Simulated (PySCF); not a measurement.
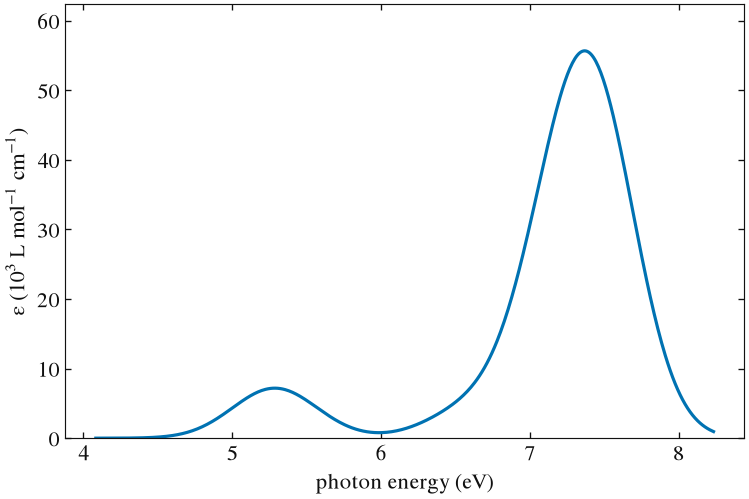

Vertical TDHF excitations, HF/def2-SVPD in PySCF, at a PBE0-D3(BJ)/def2-SVP geometry (no frequency check), gas phase. Only the first 10 singlet excitations are included; each is broadened by a Gaussian of 1/e half-width 0.40 eV. States within 0.01 eV of each other are merged, with their strengths summed. The highest state may be half of a pair whose partner wasn't computed.

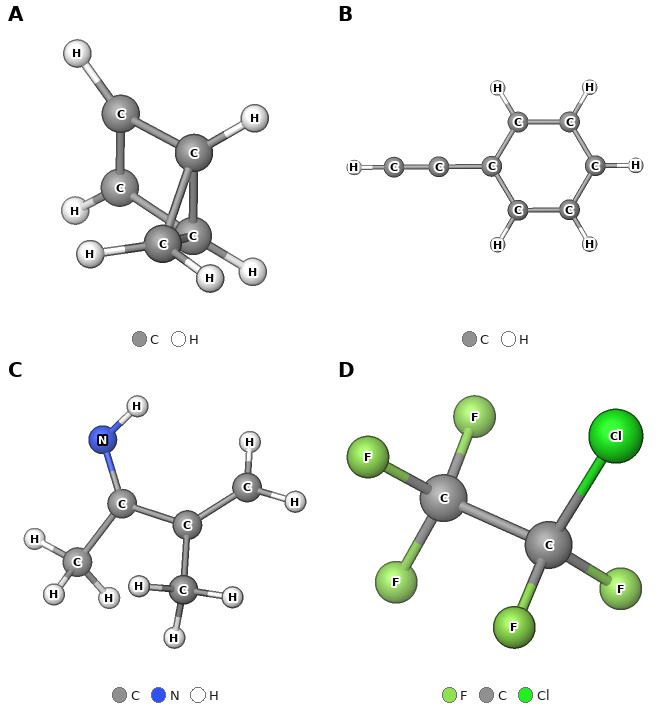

Question: Whose absorption spectrum is this? Choose among the lettered structures.

Answer: Structure B, C₈H₆ (phenylacetylene), SMILES C#Cc1ccccc1. Its lowest singlet lies at 5.28 eV (f = 0.176) and the brightest of those computed is S8 at 7.45 eV (166 nm), f = 1.039, mixed, the largest part being HOMO−1 → LUMO+3 (42 %).

Caveats: core orbitals are frozen in the response.
